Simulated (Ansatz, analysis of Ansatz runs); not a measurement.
# Substitutional B in diamond: charge-transition level, PBE, part 2 of 2

Aim: the charge-transition level of substitutional B in diamond, to be set beside the measurement. Set-up: PBE, 64-site cell, measured lattice, 420 eV, k: the single point 1/4 1/4 1/4 then 2x2x2 shifted 0.5 0.5 0.5. The model is a cell of 64 host atoms with 1 C taken out and 1 B put in. The level is the Fermi energy at which two charge states have equal formation energy, after a correction for the images of the charge. The measured lattice removes the functional's error in the volume.

Ansatz 0.2.0; PBE, 64-site cell, measured lattice, 420 eV, k: the single point 1/4 1/4 1/4 then 2x2x2 shifted 0.5 0.5 0.5.

So far: Starting point; Relaxation, charge 0.

## 3. Relaxation, charge −1

Level of this step: plane-wave PAW DFT, PBE; relaxation of all atoms of a defect supercell (Ansatz).

The input displaces the atoms at random before the relaxation, so that it can leave a symmetric saddle if there is one.

Contents of relax1/input.yaml:

```yaml
relax:
  f_tol: 0.02
  max_steps: 80
  random_displacement: { amplitude: 0.05, seed: 682 }
crystal:
  lattice:
    - [7.13348, 0.0, 0.0]
    - [0.0, 7.13348, 0.0]
    - [0.0, 0.0, 7.13348]
  atoms:
    - { symbol: C, position: [0.0, 0.0, 0.25] }
    - { symbol: C, position: [0.0, 0.25, 0.0] }
[... 1 atom line left out ...]
    - { symbol: C, position: [0.25, 0.25, 0.25] }
    - { symbol: C, position: [0.125, 0.125, 0.375] }
[... 1 atom line left out ...]
    - { symbol: C, position: [0.375, 0.125, 0.125] }
    - { symbol: B, position: [0.375, 0.375, 0.375] }
[... 6 atom lines left out ...]
    - { symbol: C, position: [0.375, 0.125, 0.625] }
[... 5 atom lines left out ...]
    - { symbol: C, position: [0.125, 0.625, 0.375] }
[... 1 atom line left out ...]
    - { symbol: C, position: [0.375, 0.625, 0.125] }
[... 3 atom lines left out ...]
    - { symbol: C, position: [0.25, 0.5, 0.5] }
[... 3 atom lines left out ...]
    - { symbol: C, position: [0.375, 0.625, 0.625] }
[... 10 atom lines left out ...]
    - { symbol: C, position: [0.5, 0.25, 0.5] }
[... 6 atom lines left out ...]
    - { symbol: C, position: [0.5, 0.5, 0.25] }
[... 3 atom lines left out ...]
    - { symbol: C, position: [0.625, 0.625, 0.375] }
[... 10 atom lines left out ...]
    - { symbol: C, position: [0.875, 0.875, 0.875] }
  host:
    repeats: [2, 2, 2]
    atoms:
      - { symbol: C, position: [0.0, 0.0, 0.5] }
      - { symbol: C, position: [0.0, 0.5, 0.0] }
      # ... 6 more atoms of the perfect host
total_charge: -1
basis:
  ecutwfc: 420
  xc_grid: 2
hamiltonian:
  xc: pbe
kpoints:
  mp_grid: { grid: [1, 1, 1], shift: [0.25, 0.25, 0.25] }
scf:
  occupations: { method: fermi_dirac, width: 0.01 }
  max_iter: 120
output:
  forces: true
  charged_corrections:
    epsilon: 5.84
    static_epsilon: 5.84
    defect_position: [0.375, 0.375, 0.375]
checkpoint:
  write: "../relax1.run"
  compress: false
  write_wavefunctions: true
  write_every: 100000
```

On the command line:

```sh
$ ansatz run input.yaml --threads 2 --pin off --max-ram 3768MiB --backend cpu --events-out ev --progress --plain --runs-dir out
```

Numbers of over 12 decimals in the logs are rounded to 6 here.

What it wrote:

```text
[...]
Crystal: 64 atoms, lattice volume = 362.998 Å³
Basis set: ecut = 420 eV, 7123 PW (Γ), exchange–correlation on 96×96×96 points (8 copies of the dense FFT grid, shifted against one another)
Bands: 192, of which v1, the nominal top of the filled ones, is band 128 counted from 1 (127 counted from 0)
Symmetry: 1 space group operations
k-points: 1
[...]
SCF iter   1: F=—  HF=-15938.571575 eV  |F-HF|=—  |Δ(HF+E_count)|=         —  Δρ=5.65e-3  dr2=2.02e-1  ethr=1.77e-3  ⟨swp⟩=6.0  Hψ=832  notcnv=0  defer=19
[...]
SCF iter   6: F=-15938.535224 eV  HF=-15938.535224 eV  |F-HF|=2.66e-8  |Δ(HF+E_count)|=   2.16e-6  Δρ=8.17e-6  dr2=1.95e-7  ethr=1.43e-9  ⟨swp⟩=2.0  Hψ=461  notcnv=0
SCF 1 converged in 6 iterations: F = -15938.535224 eV  dr2 = 1.95e-7
[...]
--- Relaxed structure (5 steps of the walk, 5 accepted, 0 SCFs on fresh bases) ---
  F+E_penalty+E_count = -15942.43791143 eV   max|allowed force component| = 7.845e-3 eV/Å
  atoms:
    - { symbol: C, position: [-0.000284, -0.000993, 0.249536] }
    - { symbol: C, position: [-0.000287, 0.249942, -0.001406] }
    [... 1 atom left out ...]
    - { symbol: C, position: [0.247303, 0.246595, 0.246204] }
    - { symbol: C, position: [0.124958, 0.124248, 0.373022] }
    [... 1 atom left out ...]
    - { symbol: C, position: [0.374126, 0.124254, 0.123862] }
    - { symbol: B, position: [0.375646, 0.374922, 0.374522] }
    [... 6 atoms left out ...]
    - { symbol: C, position: [0.376675, 0.124036, 0.624924] }
    [... 5 atoms left out ...]
    - { symbol: C, position: [0.124753, 0.625316, 0.375573] }
    [... 5 atoms left out ...]
    - { symbol: C, position: [0.246987, 0.502351, 0.501955] }
    [... 3 atoms left out ...]
    - { symbol: C, position: [0.374014, 0.625149, 0.624763] }
    [... 10 atoms left out ...]
    - { symbol: C, position: [0.503064, 0.246284, 0.501952] }
    [... 6 atoms left out ...]
    - { symbol: C, position: [0.503081, 0.502354, 0.245865] }
    [... 15 atoms left out ...]
[key lines of the parts left out:]
SCF converged after 5 iterations
Free energy (F): -15942.437911 eV
Fermi energy:    15.536070 eV
```

The job ended after 30 s (2 threads of Arm Neoverse V1, shared host; peak memory 0.68 GiB; 57 s of CPU time).

Relaxation path:

| step | energy less that of the first step (eV) | largest force component (eV/Å) |
| --- | --- | --- |
| 1 | 0.0000 | 3.5874 |
| 2 | -3.1260 | 1.7590 |
| 3 | -3.9006 | 0.1042 |
| 4 | -3.9021 | 0.0720 |
| 5 | -3.9027 | 0.0078 |

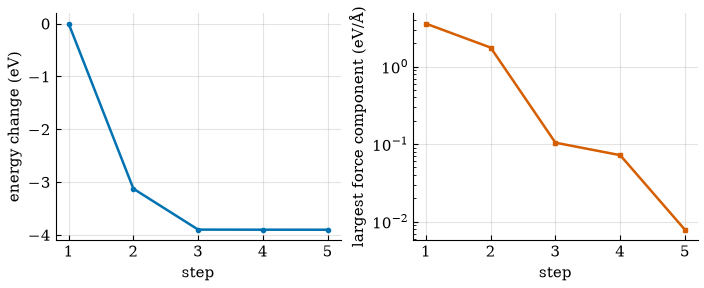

Energy and largest force along the relaxation.

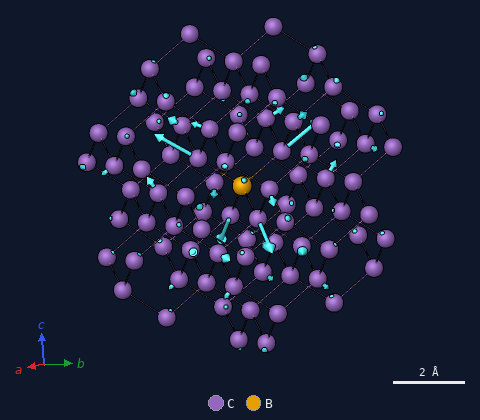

Displacements in the relaxation from the typed sites near the centre, exaggerated, the mean shift taken out; the longest in the cell stands for 0.04 Å.

The atoms that moved most (Å, from the sites as typed, ahead of the random displacement, the mean shift of all atoms taken out):

| atom | dx | dy | dz | length |
| --- | --- | --- | --- | --- |
| C4 | -0.021 | -0.021 | -0.021 | 0.037 |
| C49 | 0.020 | 0.020 | -0.024 | 0.037 |
| C27 | -0.024 | 0.020 | 0.020 | 0.037 |
| C42 | 0.020 | -0.023 | 0.020 | 0.037 |
| C38 | 0.005 | 0.010 | -0.004 | 0.012 |
| C23 | 0.010 | 0.005 | -0.004 | 0.012 |
| C21 | -0.004 | 0.005 | 0.010 | 0.012 |
| C14 | -0.004 | 0.010 | 0.005 | 0.012 |

Neighbours of B8 at the end:

| atom | distance (Å) |
| --- | --- |
| C42 | 1.579 |
| C27 | 1.580 |
| C49 | 1.580 |
| C4 | 1.586 |
| C46 | 2.524 |
| C53 | 2.524 |
| C31 | 2.524 |
| C37 | 2.528 |
| C21 | 2.529 |
| C15 | 2.529 |
| C23 | 2.529 |
| C38 | 2.529 |
| C14 | 2.529 |
| C7 | 2.529 |
| C6 | 2.529 |
| C5 | 2.529 |

Read from the output:

| Property | Result |
| --- | --- |
| free energy | -15942.4379 eV |

The relaxation ends 61 meV an atom lower than the displaced start, with a largest force component of 0.0078 eV/Å.

## 4. Single point, charge 0

The relaxed structure is kept, and the final numbers are taken at the final level and k-points.

This step: plane-wave PAW DFT, PBE; single point of a defect supercell.

Contents of point0/input.yaml:

```yaml
crystal:
  lattice:
    - [7.13348, 0.0, 0.0]
    - [0.0, 7.13348, 0.0]
    - [0.0, 0.0, 7.13348]
  atoms:
    - { symbol: C, position: [-7.4539e-05, -0.001271732, 0.249678334] }
    - { symbol: C, position: [-0.000185856, 0.249638898, -0.001300312] }
[... 1 atom line left out ...]
    - { symbol: C, position: [0.247559043, 0.246049923, 0.246437873] }
[... 3 atom lines left out ...]
    - { symbol: B, position: [0.37298016, 0.376529852, 0.3718644] }
[... 5 atom lines left out ...]
    - { symbol: C, position: [0.123950851, 0.376219523, 0.624991606] }
    - { symbol: C, position: [0.37516421, 0.125162164, 0.623846943] }
[... 5 atom lines left out ...]
    - { symbol: C, position: [0.124386872, 0.625308404, 0.374359751] }
[... 5 atom lines left out ...]
    - { symbol: C, position: [0.247709685, 0.501540641, 0.504057196] }
[... 3 atom lines left out ...]
    - { symbol: C, position: [0.374026487, 0.625393908, 0.624670423] }
[... 5 atom lines left out ...]
    - { symbol: C, position: [0.624962657, 0.125162688, 0.374048759] }
[... 4 atom lines left out ...]
    - { symbol: C, position: [0.505341924, 0.245320992, 0.504225481] }
[... 3 atom lines left out ...]
    - { symbol: C, position: [0.625395026, 0.374073344, 0.624279162] }
[... 2 atom lines left out ...]
    - { symbol: C, position: [0.50517098, 0.501537288, 0.246594113] }
[... 3 atom lines left out ...]
    - { symbol: C, position: [0.625783415, 0.625391136, 0.372911013] }
[... 10 atom lines left out ...]
    - { symbol: C, position: [0.875050282, 0.874859213, 0.873933423] }
  host:
    repeats: [2, 2, 2]
    atoms:
      - { symbol: C, position: [0.0, 0.0, 0.5] }
      - { symbol: C, position: [0.0, 0.5, 0.0] }
      # ... 6 more atoms of the perfect host
basis:
  ecutwfc: 420
  xc_grid: 2
hamiltonian:
  xc: pbe
kpoints:
  mp_grid: { grid: [2, 2, 2], shift: [0.5, 0.5, 0.5] }
magnetization:
  spin_polarized: true
  initial_magnetization: 1
  spin_locking: { lock_magnetization: hard }
scf:
  occupations: { method: fermi_dirac, width: 0.01 }
  max_iter: 120
output:
  forces: true
  charged_corrections:
    epsilon: 5.84
    static_epsilon: 5.84
    defect_position: [0.375, 0.375, 0.375]
  eigenvalues: true
checkpoint:
  read: "../relax0.run"
  write: "../point0.run"
  compress: false
  write_wavefunctions: true
  write_every: 100000
```

What it wrote:

```text
[...]
Warning: the atoms were moved onto the symmetric positions of the space group found under crystal.symmetry.tolerance 1.0e-5 (fractional; [...]
Warning: checkpoint.read: the run can stay near the saved state's solution: 17 site(s) moved relative to the saved geometry (max |Δs| = 3.100e-6 fractional); [...]
[...]
Crystal: 64 atoms, lattice volume = 362.998 Å³
Basis set: ecut = 420 eV, 7123 PW (Γ), exchange–correlation on 96×96×96 points (8 copies of the dense FFT grid, shifted against one another)
Bands: 192, of which v1, the nominal top of the filled ones, is band 128 counted from 1 (127 counted from 0)
Symmetry: 2 space group operations
[...]
k-points: 3 of 8 (time reversal used)
[...]
Starting moments: Σ|m| = 1 μB on 64 of 64 sites; this step starts from the density that it was given
[...]
atom   2  C      0.02654263    -0.09299938     0.02654263
  [... 1 atom left out ...]
  atom   4  C     -0.12873467    -0.18081674    -0.12873467
  [... 3 atoms left out ...]
  atom   8  B      0.33524660    -0.08912120     0.33524660
  [... 6 atoms left out ...]
  atom  15  C      0.18450179    -0.12922275     0.11234978
  [... 5 atoms left out ...]
  atom  21  C      0.09583961    -0.07855866     0.19283325
  [... 5 atoms left out ...]
  atom  27  C     -0.14612393     0.18522195    -0.25262413
  [... 3 atoms left out ...]
  atom  31  C      0.05575074    -0.04198151     0.05725747
  [... 5 atoms left out ...]
  atom  37  C      0.11234978    -0.12922275     0.18450179
  [... 4 atoms left out ...]
  atom  42  C     -0.29856486     0.06101016    -0.29856486
  [... 3 atoms left out ...]
  atom  46  C      0.03342147     0.05534894     0.03342147
  [... 2 atoms left out ...]
  atom  49  C     -0.25262413     0.18522195    -0.14612393
  [... 15 atoms left out ...]
  max |Σ_I F_I| component: 2.91e-6 eV/Å
--- Band table (eV; the first three rows and the last of 6) ---
[...]
[... further k-points left out ...]
[key lines of the parts left out:]
SCF converged after 8 iterations
Magnetization: 1.0000 μB (128.0000 up, 127.0000 down)
Free energy (F): -15955.327274 eV
Fermi energy:    12.864435 (↑ 15.575892, ↓ 12.790613) eV
```

Elapsed: 60 s, on 2 threads; peak memory 1.1 GiB; 1.9 min of CPU time.

Reading the cycles: dr2 is the Hartree energy of the density residual (eV), the measure of convergence; HF is the Harris–Foulkes estimate of the energy, which meets the free energy F at convergence.

Read from the output:

* free energy: -15955.3273 eV
* smearing term TS: 0.005102 eV
* total moment: 1 μB
* integral of the absolute spin density: 1.010 μB
* spin contamination: 1.72e-4

## 5. Single point, charge −1

This step: plane-wave PAW DFT, PBE; single point of a defect supercell.

Contents of point1/input.yaml:

```yaml
crystal:
  lattice:
    - [7.13348, 0.0, 0.0]
    - [0.0, 7.13348, 0.0]
    - [0.0, 0.0, 7.13348]
  atoms:
    - { symbol: C, position: [-0.000284362, -0.000993321, 0.249535773] }
    - { symbol: C, position: [-0.000287391, 0.249942278, -0.001405858] }
[... 1 atom line left out ...]
    - { symbol: C, position: [0.247302543, 0.246594521, 0.246203533] }
    - { symbol: C, position: [0.124957529, 0.124247609, 0.373022196] }
[... 2 atom lines left out ...]
    - { symbol: B, position: [0.375646111, 0.374921569, 0.374521538] }
[... 5 atom lines left out ...]
    - { symbol: C, position: [0.124733454, 0.375962872, 0.624914231] }
    - { symbol: C, position: [0.376674635, 0.124036486, 0.624924344] }
[... 5 atom lines left out ...]
    - { symbol: C, position: [0.124753484, 0.625315513, 0.375573277] }
[... 5 atom lines left out ...]
    - { symbol: C, position: [0.24698692, 0.502350785, 0.501954858] }
[... 3 atom lines left out ...]
    - { symbol: C, position: [0.374013703, 0.625148629, 0.624763178] }
[... 10 atom lines left out ...]
    - { symbol: C, position: [0.503063839, 0.246283852, 0.501952379] }
[... 3 atom lines left out ...]
    - { symbol: C, position: [0.62586712, 0.373302872, 0.624738406] }
[... 2 atom lines left out ...]
    - { symbol: C, position: [0.50308131, 0.502353707, 0.24586517] }
[... 3 atom lines left out ...]
    - { symbol: C, position: [0.625872155, 0.625158792, 0.372882856] }
[... 10 atom lines left out ...]
    - { symbol: C, position: [0.875413072, 0.874683954, 0.874286735] }
  host:
    repeats: [2, 2, 2]
    atoms:
      - { symbol: C, position: [0.0, 0.0, 0.5] }
      - { symbol: C, position: [0.0, 0.5, 0.0] }
      # ... 6 more atoms of the perfect host
total_charge: -1
basis:
  ecutwfc: 420
  xc_grid: 2
hamiltonian:
  xc: pbe
kpoints:
  mp_grid: { grid: [2, 2, 2], shift: [0.5, 0.5, 0.5] }
scf:
  occupations: { method: fermi_dirac, width: 0.01 }
  max_iter: 120
output:
  forces: true
  charged_corrections:
    epsilon: 5.84
    static_epsilon: 5.84
    defect_position: [0.375, 0.375, 0.375]
  eigenvalues: true
checkpoint:
  read: "../relax1.run"
  write: "../point1.run"
  compress: false
  write_wavefunctions: true
  write_every: 100000
```

What it wrote:

```text
[...]
Crystal: 64 atoms, lattice volume = 362.998 Å³
Basis set: ecut = 420 eV, 7123 PW (Γ), exchange–correlation on 96×96×96 points (8 copies of the dense FFT grid, shifted against one another)
Bands: 192, of which v1, the nominal top of the filled ones, is band 128 counted from 1 (127 counted from 0)
Symmetry: 1 space group operations
[...]
k-points: 4 of 8 (time reversal used)
[...]
SCF iter   6: F=-15942.430255 eV  HF=-15942.430255 eV  |F-HF|=1.60e-9  |Δ(HF+E_count)|=   9.47e-8  Δρ=2.15e-6  dr2=1.27e-8  ethr=3.91e-11  ⟨swp⟩=8.8  Hψ=2715  notcnv=0
SCF 1 converged in 6 iterations: F = -15942.430255 eV  dr2 = 1.27e-8
[...]
SCF converged after 6 iterations
Free energy (F): -15942.430255 eV
[...]
Internal energy: -15942.430255 eV  (E = F + TS)
E sigma→0 (E₀):  -15942.430255 eV
Fermi energy:    15.564978 eV
[...]
--- Forces (eV/Å), atoms counted from 1 ---
  atom   1  C      0.04762671     0.04585429     0.04932796
  atom   2  C      0.04706542     0.04829699     0.04791115
  [... 1 atom left out ...]
  atom   4  C      0.07473066     0.07266363     0.07324190
  atom   5  C     -0.07848721    -0.07721761    -0.04560197
  [... 2 atoms left out ...]
  atom   8  B     -0.12492362    -0.12083885    -0.12327868
  [... 5 atoms left out ...]
  atom  14  C     -0.04942599    -0.05443483    -0.07469067
  [... 6 atoms left out ...]
  atom  21  C     -0.05088763    -0.07339531    -0.05611017
  [... 5 atoms left out ...]
  atom  27  C      0.09804450     0.08902790     0.08999763
  [... 3 atoms left out ...]
  atom  31  C     -0.06813292    -0.04156861    -0.04488454
  [... 10 atoms left out ...]
  atom  42  C      0.09012658     0.09404010     0.08881825
  [... 3 atoms left out ...]
  atom  46  C     -0.04117803    -0.06871304    -0.03991077
  [... 2 atoms left out ...]
  atom  49  C      0.08771098     0.09032565     0.09669336
  [... 15 atoms left out ...]
  max |Σ_I F_I| component: 2.93e-5 eV/Å
--- Charged-cell corrections in eV (Makov–Payne, q = -1.000 e, ε = 5.840) ---
[...]
E_corr1          = +0.490357  (monopole, q²α_M/2εL)
[...]
--- Band table (eV) ---
[...]
[... further k-points left out ...]
```

Wall time 31 s (2 threads); peak memory 0.98 GiB.

This step gave:

```yaml
free_energy: -15942.4303 eV
```

## 6. Charge-transition levels

A charged cell feels its images and has its own zero of potential; this step corrects both and places the level between the host's band edges.

This step: place-levels on PBE runs: charge-transition levels with image-charge correction and potential alignment at the atomic sites.

Contents of levels.yaml:

```yaml
host:
  run: host.point.run
states: [point0.run, point1.run]
geometry_from:
  point0.run: relax0.run
  point1.run: relax1.run
  host.point.run: host.relax.run
```

On the command line:

```sh
$ ansatz place-levels levels.yaml -- --threads 2 --pin off --max-ram 3768MiB
```

What it wrote:

```text
(0/-1) 0.016 eV beneath the valence edge, in the valence band
  edges by pbe, gap 4.087 eV; the host is sampled to repeats of 20.18 Å
  the defect's cells are sampled to repeats of 20.18 Å, like sampling
  charge 0: +0.000 eV for its dipole among its images, +0.000 omitted
  states[0] (point0.run): levels filled in part (TS 0.005 eV): its energy is of no whole electron's
  charge -1: -15941.9780 eV with its correction of +0.452 eV, at epsilon 5.84, aligned at sites: +0.0381 eV, mean over 35 atomic sites at or beyond 3.57 Å from the host's site at [0.3751, 0.3751, 0.3751] by the defect at [0.3750, 0.3750, 0.3750], with [...]
  of states[0] (point0.run): its alignment with the host at atomic sites is doubtful: the mean over the far sites moves by +0.0563 eV from their farther parts to their nearer, more than 0.05 eV. [...]
  of states[1] (point1.run): how wide its charge is, is not read beside other atoms or cores, and a band state would take no correction. [...]
```

Elapsed: 0.16 s, on 2 threads.

Numbers from this step:

```
gap : 4.087 eV
```

## 7. Results

- static dielectric constant used: 5.8
- band gap of the host: 4.09 eV
- (0/-1) level above the valence-band top: -0.02 eV
- time of the whole chain: 4.2 min on 2 threads

What this shows: (0/-1) level above the valence-band top: computed -0.02 eV, measured 0.368 eV; 0.38 eV below the measurement. The computed level lies at or beyond a band edge, so this set-up gives no level clear of the bands. The level is counted in a gap of 4.09 eV, and the correction is screened by a dielectric constant of 5.8 from a linear-response run on the host (PBE). The bound state has a long tail, so in cells of 64 to 216 sites the impurity band still disperses by tenths of an eV and the level moves with cell and k-points. Levels hang on the band edges, which semilocal functionals place too close together. Limits: the periodic copies of the defect are only 7.1 Å apart.

[Logs are printed without paths, hosts, clocks, repeated set-up lines and the standing remarks that a program may print on its own settings, such as how far it seeks lower states.]

[Hosts, paths, dates, database ids (printed as entryN), source tags and the programs' standing remarks are cut or masked in the printed files.]

[For some hosts the program warned that the k-mesh of the response run may be too coarse for force constants and the static dielectric constant; such warnings are not shown here.]
